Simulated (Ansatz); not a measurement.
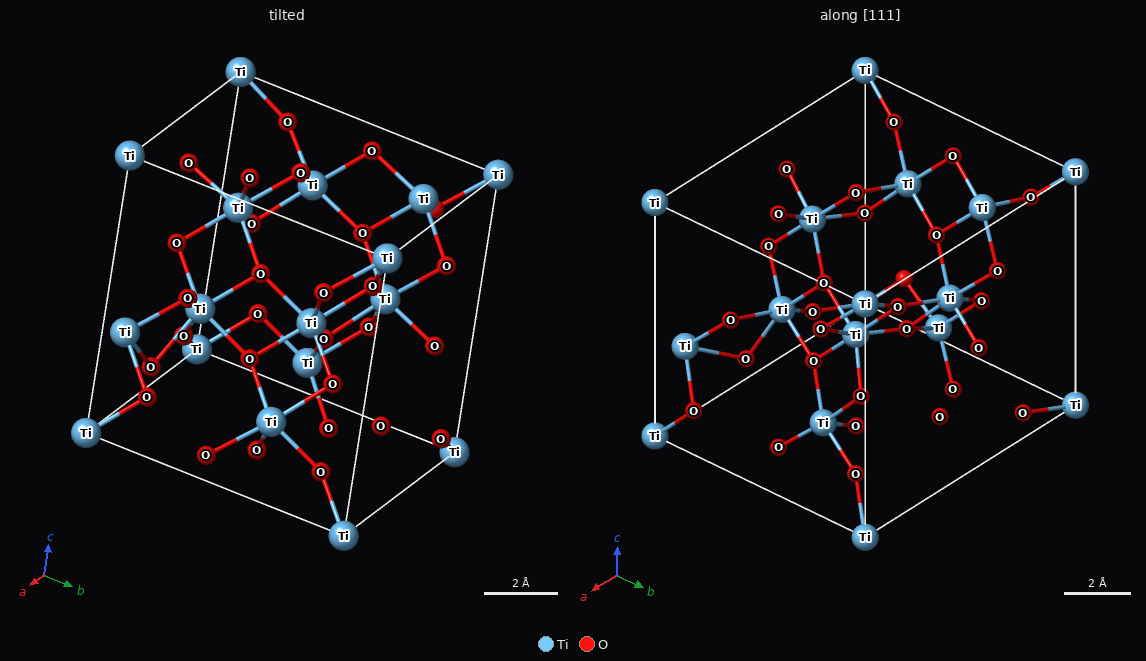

View slightly off an axis and along [111], drawn as a ball-and-stick model. The box is the simulation cell; atoms on or close to its faces, edges and corners are drawn wherever they repeat.

Describe the arrangement of the atoms.

- This is Ti10O21.
- The cell comprises 1 formula unit: 10 Ti, 21 O.
- The bonds build a three-dimensional framework.

Starting structure: a structure listed in the Materials Project, repeated into a supercell with a point defect put in. The atoms were relaxed in a fixed cell with DFT PBE, scalar-relativistic, plane waves, PAW in Ansatz 0.2.0.
